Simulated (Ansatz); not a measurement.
# Geometry relaxation of Ti8HO16 (part 3 of 3)

Ti8HO16 (defect cell, 25 atoms in the cell); DFT PBEsol, scalar-relativistic, plane waves, PAW, PAW set soft_1, spin-polarised (Ansatz 0.2.0); cutoff 420 eV, 2×2×2 k-mesh, Gaussian smearing of 0.02 eV, collinear spins. The structure derives from a Materials Project entry. It belongs to a series of runs on one base structure; here: end point A relaxed.

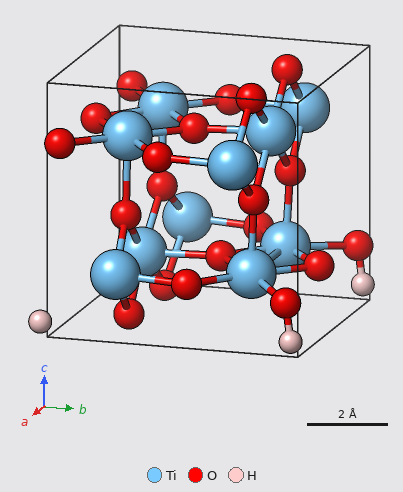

**Figure 1.** The geometry at step 8 of the log (ball-and-stick view of the cell of the calculation, seen slightly off an axis).

## Trajectory as extended XYZ, continued
```
25
Lattice="5.9463 0.0000 0.0000 0.0000 6.5747 0.0000 0.0000 0.0000 6.5748" Properties=species:S:1:pos:R:3:forces:R:3 step=4 energy=-28813.30992
Ti    2.9734    1.5870    1.6825    0.0031  -0.4334  -0.1644
Ti   -0.0005    1.7035    1.6066   -0.0140   0.7293   0.1703
Ti    1.5030    1.6610    4.9386   -0.2925  -0.4239   0.1302
Ti    1.5432    4.8592    1.6743    0.2689  -0.1550  -0.6785
O     1.4817    1.6349    0.3713    0.1999   0.1971  -0.0321
O     2.9695    2.9467    4.9364   -0.0037  -0.1347  -0.1034
O     1.5129    4.9411    3.6168   -0.4822   0.0478  -0.1465
O     0.0010    3.6570    1.6633   -0.0356  -0.4139   0.1676
O     2.9726    6.1719    1.6425    0.0175   0.0821   0.0245
O     0.0001    0.3310    5.0875   -0.0347   0.1247  -0.6217
O     1.4337    4.9728    6.2386    0.5894  -0.6806  -0.8922
O     1.4702    1.5949    2.9227   -0.1146  -0.0645   0.0847
Ti   -0.0192    4.8661    4.8610    0.1213   0.2986   0.8155
Ti    2.9684    4.9631    4.9107   -0.1289   0.1339   1.2428
Ti    4.4102    4.8668    1.6467   -0.2292  -0.0949  -0.6826
Ti    4.4391    1.6581    4.9427    0.2985  -0.4501   0.1500
O     4.4164    4.9452    3.6042    0.5073   0.0612  -0.0234
O     0.0136    6.2049    1.2348   -0.0789   0.4994   1.5774
O     4.4636    1.6359    0.3729   -0.2074   0.1943  -0.0502
O     2.9696    0.3821    4.9326    0.0197  -0.2166  -0.0201
O    -0.0033    2.8891    4.9224   -0.0032   0.5498  -0.1872
O     2.9751    3.5823    1.6463    0.0084   0.3920  -0.0205
O     4.4759    1.5916    2.9243    0.1246  -0.0760   0.0571
O     4.4837    4.9403    6.2254   -0.4150  -0.4639  -0.7151
H     6.0702    6.2322    6.8176   -0.1188   0.2976  -0.0821
25
Lattice="5.9463 0.0000 0.0000 0.0000 6.5747 0.0000 0.0000 0.0000 6.5748" Properties=species:S:1:pos:R:3:forces:R:3 step=5 energy=-28813.67365
Ti    2.9753    1.5713    1.6521   -0.0234  -0.2031   0.1188
Ti    0.0006    1.7777    1.6123    0.0247   0.4527   0.4845
Ti    1.4939    1.6332    4.9232    0.0347   0.0743  -0.0989
Ti    1.5611    4.8583    1.6346   -0.0484  -0.1245   0.2553
O     1.4763    1.6889    0.3526    0.1201  -0.0870  -0.0248
O     2.9778    2.9062    4.8782   -0.0033  -0.0103   0.0547
O     1.4884    4.9596    3.6074   -0.0670  -0.0264  -0.0577
O    -0.0003    3.6771    1.6920   -0.0059  -0.2962  -0.0403
O     2.9746    6.1809    1.6095   -0.0171   0.0311  -0.1369
O     0.0087    0.3251    5.0120   -0.0426   0.0486   0.0839
O     1.4634    4.8593    6.2129    0.1579   0.1162  -0.0105
O     1.4808    1.5968    2.9083   -0.0001  -0.0534  -0.0853
Ti   -0.0030    4.8810    4.8993   -0.0397  -0.1518  -0.3871
Ti    2.9682    4.9329    4.9241    0.0420  -0.0601  -0.0067
Ti    4.3909    4.8649    1.6353    0.0664  -0.1098   0.2102
Ti    4.4579    1.6268    4.9252   -0.0398   0.0772  -0.1099
O     4.4509    4.9696    3.6120    0.1252  -0.0549  -0.1094
O     0.0131    6.2466    1.3947   -0.0614   0.0638   0.2770
O     4.4746    1.6833    0.3528   -0.1170  -0.0870  -0.0269
O     2.9737    0.3470    4.9502   -0.0074  -0.1063   0.0774
O    -0.0008    2.8984    4.8594    0.0050  -0.0163   0.0555
O     2.9783    3.5953    1.6688    0.0149   0.2427  -0.0822
O     4.4694    1.5882    2.9094    0.0187  -0.0384  -0.1021
O     4.4784    4.8606    6.2143   -0.1229   0.1341  -0.0138
H     5.9719    6.2899    6.9820   -0.0135   0.1848  -0.3249
25
Lattice="5.9463 0.0000 0.0000 0.0000 6.5747 0.0000 0.0000 0.0000 6.5748" Properties=species:S:1:pos:R:3:forces:R:3 step=6 energy=-28813.70359
Ti    2.9756    1.5308    1.6379   -0.0073  -0.0497  -0.2367
Ti    0.0020    1.7743    1.6730    0.0042   0.2760   0.2966
Ti    1.4967    1.6278    4.9275   -0.0242  -0.0651   0.1119
Ti    1.5581    4.8414    1.6415   -0.0407   0.1392  -0.0699
O     1.4800    1.6536    0.3642    0.0578   0.0147  -0.0376
O     2.9759    2.9080    4.8904   -0.0021  -0.0088   0.0040
O     1.4758    4.9515    3.5910   -0.0138  -0.0477  -0.0822
O     0.0031    3.6526    1.6616   -0.0152   0.0205   0.0281
O     2.9729    6.1635    1.5962    0.0205   0.0502   0.0212
O     0.0026    0.3312    5.0028   -0.0006   0.0225   0.0947
O     1.4796    4.8834    6.1960    0.0967  -0.0298  -0.0176
O     1.4942    1.5850    2.9208   -0.1260   0.0302  -0.0328
Ti    0.0007    4.8747    4.8910    0.0028  -0.0089  -0.0551
Ti    2.9737    4.9237    4.9206    0.0006   0.0580   0.2130
Ti    4.3952    4.8476    1.6416    0.0339   0.1252  -0.0729
Ti    4.4540    1.6286    4.9284    0.0231  -0.0650   0.1080
O     4.4755    4.9533    3.5909    0.0089  -0.0463  -0.0857
O     0.0024    6.2636    1.3995    0.0075  -0.1144   0.0623
O     4.4707    1.6540    0.3641   -0.0537   0.0075  -0.0358
O     2.9750    0.3383    4.9436    0.0044   0.0037   0.0019
O     0.0027    2.8965    4.8767   -0.0064   0.0579   0.0029
O     2.9785    3.5976    1.6470   -0.0129   0.0138   0.0047
O     4.4572    1.5856    2.9212    0.1238   0.0186  -0.0394
O     4.4691    4.8837    6.1963   -0.0795  -0.0253  -0.0228
H     5.9529    6.4685    6.9990   -0.0017  -0.3771  -0.1609
25
Lattice="5.9463 0.0000 0.0000 0.0000 6.5747 0.0000 0.0000 0.0000 6.5748" Properties=species:S:1:pos:R:3:forces:R:3 step=7 energy=-28813.75051
Ti    2.9765    1.5498    1.6117    0.0184   0.0296  -0.1696
Ti    0.0045    1.8090    1.7290   -0.0163  -0.2174   0.0811
Ti    1.4966    1.6234    4.9582    0.0233  -0.0096   0.0580
Ti    1.5555    4.8720    1.6386    0.0507  -0.1147   0.0539
O     1.4858    1.6678    0.3684    0.0651  -0.0297   0.0045
O     2.9757    2.8986    4.8979    0.0017   0.0205  -0.0491
O     1.4708    4.9491    3.5722    0.0107   0.0155   0.0518
O     0.0008    3.6602    1.6606    0.0228  -0.0020  -0.0183
O     2.9776    6.1834    1.5801   -0.0159   0.0347   0.0514
O     0.0031    0.3295    5.0339   -0.0014  -0.0359   0.0108
O     1.4871    4.8734    6.1812    0.0363   0.0246   0.0094
O     1.4802    1.5887    2.9221    0.0117   0.0164  -0.0366
Ti    0.0015    4.8606    4.8648   -0.0069   0.0137  -0.1797
Ti    2.9740    4.9266    4.9515    0.0134  -0.0473   0.0153
Ti    4.3925    4.8663    1.6400   -0.0224  -0.0936   0.0423
Ti    4.4554    1.6237    4.9571   -0.0249  -0.0099   0.0581
O     4.4797    4.9465    3.5721   -0.0060   0.0234   0.0643
O     0.0073    6.2289    1.3776   -0.0601   0.4019   0.0049
O     4.4679    1.6647    0.3687   -0.0705  -0.0218   0.0047
O     2.9765    0.3318    4.9530   -0.0082   0.0240  -0.0426
O     0.0022    2.9008    4.8821    0.0093  -0.0280  -0.0062
O     2.9745    3.6131    1.6307    0.0021  -0.0184   0.0600
O     4.4726    1.5876    2.9222   -0.0083   0.0239  -0.0402
O     4.4648    4.8728    6.1815   -0.0411   0.0355   0.0080
H     5.9409    6.3905    6.9675    0.0164  -0.0355  -0.0363
25
Lattice="5.9463 0.0000 0.0000 0.0000 6.5747 0.0000 0.0000 0.0000 6.5748" Properties=species:S:1:pos:R:3:forces:R:3 step=8 energy=-28813.77496
Ti    2.9761    1.5413    1.5791   -0.0152   0.0105  -0.0582
Ti    0.0023    1.7899    1.7609    0.0124  -0.0806   0.0835
Ti    1.4973    1.6218    4.9628    0.0187  -0.0107  -0.0005
Ti    1.5587    4.8561    1.6438   -0.0673   0.0524  -0.0449
O     1.4998    1.6632    0.3579   -0.0194   0.0073   0.0465
O     2.9759    2.9052    4.8876   -0.0015  -0.0078  -0.0248
O     1.4644    4.9498    3.5766    0.0268   0.0012   0.0282
O     0.0028    3.6563    1.6542   -0.0110  -0.0090  -0.0254
O     2.9740    6.1815    1.5943    0.0142  -0.0324   0.0154
O     0.0024    0.3291    5.0334   -0.0003  -0.0245   0.0127
O     1.4923    4.8777    6.1899    0.0164   0.0158  -0.0215
O     1.4803    1.5910    2.9169   -0.0538   0.0165  -0.0439
Ti    0.0021    4.8641    4.8327    0.0039   0.0078   0.0222
Ti    2.9755    4.9221    4.9790   -0.0083  -0.0234   0.0346
Ti    4.3939    4.8606    1.6414    0.0530   0.0352  -0.0241
Ti    4.4533    1.6259    4.9634   -0.0191  -0.0125  -0.0058
O     4.4860    4.9520    3.5771   -0.0214  -0.0065   0.0111
O     0.0020    6.2579    1.3778    0.0055   0.0646  -0.0841
O     4.4498    1.6664    0.3575    0.0285  -0.0102   0.0467
O     2.9751    0.3344    4.9417    0.0047   0.0326  -0.0226
O     0.0027    2.8998    4.8824   -0.0072   0.0261  -0.0069
O     2.9760    3.6104    1.6461    0.0076  -0.0349   0.0344
O     4.4702    1.5930    2.9161    0.0492   0.0021  -0.0355
O     4.4584    4.8794    6.1898   -0.0134   0.0073  -0.0113
H     5.9525    6.3901    6.9604   -0.0029  -0.0268   0.0739
25
Lattice="5.9463 0.0000 0.0000 0.0000 6.5747 0.0000 0.0000 0.0000 6.5748" Properties=species:S:1:pos:R:3:forces:R:3 step=9 energy=-28813.77817
Ti    2.9759    1.5434    1.5523    0.0013  -0.0044  -0.0042
Ti    0.0027    1.7824    1.7889   -0.0017   0.0001  -0.0489
Ti    1.4987    1.6211    4.9623   -0.0107  -0.0035  -0.0110
Ti    1.5558    4.8586    1.6396   -0.0161  -0.0002  -0.0002
O     1.5006    1.6647    0.3599    0.0126  -0.0032   0.0034
O     2.9759    2.9050    4.8829   -0.0021   0.0076   0.0009
O     1.4650    4.9513    3.5791    0.0026   0.0017  -0.0064
O     0.0024    3.6536    1.6497    0.0011   0.0219  -0.0071
O     2.9754    6.1791    1.5963   -0.0002   0.0289  -0.0029
O     0.0026    0.3278    5.0392    0.0010   0.0052   0.0047
O     1.4960    4.8807    6.1901    0.0021  -0.0008   0.0066
O     1.4765    1.5905    2.9171    0.0319  -0.0038   0.0373
Ti    0.0022    4.8632    4.8329   -0.0018   0.0034  -0.0029
Ti    2.9752    4.9181    4.9771    0.0029  -0.0097   0.0024
Ti    4.3955    4.8585    1.6393    0.0150   0.0015  -0.0004
Ti    4.4525    1.6230    4.9618    0.0100  -0.0047  -0.0091
O     4.4866    4.9516    3.5785   -0.0043   0.0014  -0.0003
O     0.0022    6.2637    1.3748    0.0034   0.0105  -0.0354
O     4.4505    1.6648    0.3598   -0.0144  -0.0040   0.0047
O     2.9755    0.3378    4.9366   -0.0015   0.0045   0.0051
O     0.0021    2.9020    4.8841    0.0027  -0.0066  -0.0070
O     2.9755    3.6091    1.6549    0.0001  -0.0314  -0.0059
O     4.4745    1.5899    2.9170   -0.0299  -0.0015   0.0355
O     4.4551    4.8810    6.1901   -0.0025  -0.0018   0.0031
H     5.9493    6.3979    6.9582   -0.0017  -0.0110   0.0378
25
Lattice="5.9463 0.0000 0.0000 0.0000 6.5747 0.0000 0.0000 0.0000 6.5748" Properties=species:S:1:pos:R:3:forces:R:3 step=10 energy=-28813.77859
Ti    2.9759    1.5432    1.5530   -0.0014  -0.0001  -0.0170
Ti    0.0027    1.7833    1.7826    0.0009  -0.0031  -0.0157
Ti    1.4982    1.6206    4.9568   -0.0014  -0.0017   0.0066
Ti    1.5556    4.8587    1.6398    0.0074   0.0070  -0.0034
O     1.5011    1.6642    0.3617   -0.0053   0.0027  -0.0055
O     2.9757    2.9065    4.8837    0.0000  -0.0004   0.0000
O     1.4651    4.9522    3.5791    0.0013   0.0003   0.0006
O     0.0025    3.6552    1.6496   -0.0006  -0.0031  -0.0022
O     2.9756    6.1800    1.5971    0.0003  -0.0036  -0.0013
O     0.0025    0.3287    5.0398   -0.0003  -0.0008  -0.0017
O     1.4956    4.8809    6.1910    0.0020   0.0006  -0.0012
O     1.4767    1.5898    2.9195   -0.0001   0.0029   0.0128
Ti    0.0024    4.8639    4.8308    0.0005  -0.0074   0.0090
Ti    2.9755    4.9155    4.9796   -0.0001   0.0018   0.0036
Ti    4.3955    4.8586    1.6397   -0.0070   0.0069  -0.0030
Ti    4.4528    1.6219    4.9566    0.0011  -0.0023   0.0066
O     4.4860    4.9522    3.5791   -0.0011   0.0002  -0.0001
O     0.0025    6.2637    1.3751   -0.0011  -0.0053   0.0477
O     4.4501    1.6642    0.3617    0.0061   0.0025  -0.0063
O     2.9756    0.3388    4.9378    0.0005  -0.0024   0.0026
O     0.0024    2.9024    4.8830   -0.0004   0.0016   0.0015
O     2.9755    3.6084    1.6548    0.0006  -0.0035  -0.0003
O     4.4745    1.5899    2.9194   -0.0001   0.0027   0.0136
O     4.4556    4.8809    6.1910   -0.0021   0.0009  -0.0011
H     5.9485    6.3950    6.9605    0.0004   0.0034  -0.0457
25
Lattice="5.9463 0.0000 0.0000 0.0000 6.5747 0.0000 0.0000 0.0000 6.5748" Properties=species:S:1:pos:R:3:forces:R:3 step=11 energy=-28813.77868
Ti    2.9758    1.5451    1.5501   -0.0001  -0.0015  -0.0046
Ti    0.0027    1.7839    1.7810   -0.0001   0.0017  -0.0009
Ti    1.4983    1.6193    4.9545   -0.0010   0.0009   0.0020
Ti    1.5558    4.8601    1.6410    0.0003  -0.0020  -0.0008
O     1.5007    1.6653    0.3618   -0.0011   0.0001  -0.0016
O     2.9756    2.9058    4.8835   -0.0001   0.0030   0.0025
O     1.4651    4.9520    3.5796    0.0000   0.0018   0.0008
O     0.0024    3.6557    1.6491    0.0001   0.0038   0.0005
O     2.9756    6.1809    1.5965    0.0000  -0.0007   0.0020
O     0.0025    0.3280    5.0421    0.0000   0.0005  -0.0061
O     1.4959    4.8802    6.1913    0.0007   0.0012   0.0002
O     1.4762    1.5902    2.9204   -0.0009   0.0002   0.0032
Ti    0.0024    4.8612    4.8329   -0.0002  -0.0019  -0.0006
Ti    2.9756    4.9141    4.9801    0.0003  -0.0013  -0.0013
Ti    4.3954    4.8600    1.6410   -0.0002  -0.0016  -0.0008
Ti    4.4528    1.6202    4.9543    0.0008   0.0004   0.0026
O     4.4861    4.9520    3.5796    0.0000   0.0018   0.0008
O     0.0024    6.2645    1.3748    0.0000  -0.0027  -0.0101
O     4.4505    1.6653    0.3617    0.0012   0.0003  -0.0017
O     2.9756    0.3381    4.9386    0.0000  -0.0018   0.0007
O     0.0024    2.9023    4.8835    0.0001  -0.0020   0.0008
O     2.9755    3.6090    1.6552    0.0002   0.0005  -0.0005
O     4.4750    1.5902    2.9203    0.0010   0.0003   0.0032
O     4.4553    4.8802    6.1913   -0.0008   0.0012   0.0000
H     5.9486    6.3953    6.9584   -0.0001  -0.0021   0.0100
```

## Summary

- outcome: converged
- electrons treated: 193
- free energy: −28813.7787 eV
- Fermi energy: 10.636 eV
- net moment of the cell: 0.23 μB
- integrated absolute moment: 0.88 μB
- final volume: 257.05 Å³
- largest force (length of the vector) at the end: 0.010 eV/Å
- hardware: 4 threads of Arm Neoverse V2, 24 GiB of memory available, shared host
- wall time: 1.7 min (CPU time 6.7 min)
- peak memory: 1.1 GiB

## Notes

The electronic state found may not be the lowest one. The program warns: the PAW datasets were made with another functional. The k-point mesh is coarse for a cell of this size, so the results may not be converged.
